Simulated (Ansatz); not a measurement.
ZnSe (space group F-43m, No. 216). Coordinates: coordinates from a relaxation with DFT PBEsol, scalar-relativistic, plane waves, PAW (Ansatz).

```
Zn Se
1.0
     5.63320    0.00000    0.00000
     0.00000    5.63320    0.00000
     0.00000    0.00000    5.63320
Zn Se
4 4
Direct
  0.00000 0.00000 0.00000
  0.00000 0.50000 0.50000
  0.50000 0.00000 0.50000
  0.50000 0.50000 0.00000
  0.25000 0.25000 0.25000
  0.25000 0.75000 0.75000
  0.75000 0.25000 0.75000
  0.75000 0.75000 0.25000
```

Bonds are taken as Se–Zn below 2.7 Å. The graph is simplified in the usual way: terminal and isolated atoms are pruned, two-connected atoms become edges.

Derive the underlying net.

The result is a uninodal 4-connected, three-periodic net: Zn and Se are 4-connected nodes. It is the dia net, known from diamond, zinc blende and cristobalite. It is a single net, without interpenetration.

| node | links | point symbol | coordination sequence |
| --- | --- | --- | --- |
| Zn and Se | 4 | 6⁶ | 4 12 24 42 64 92 |

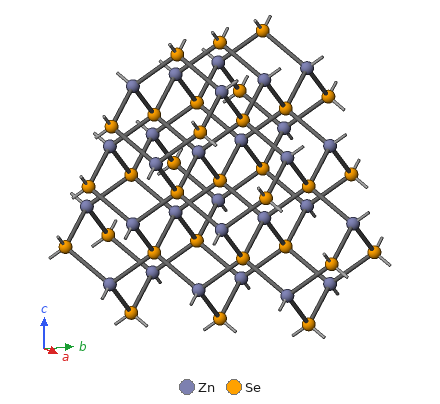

Nodes are coloured by element. Short stubs are edges that leave the cut-out.
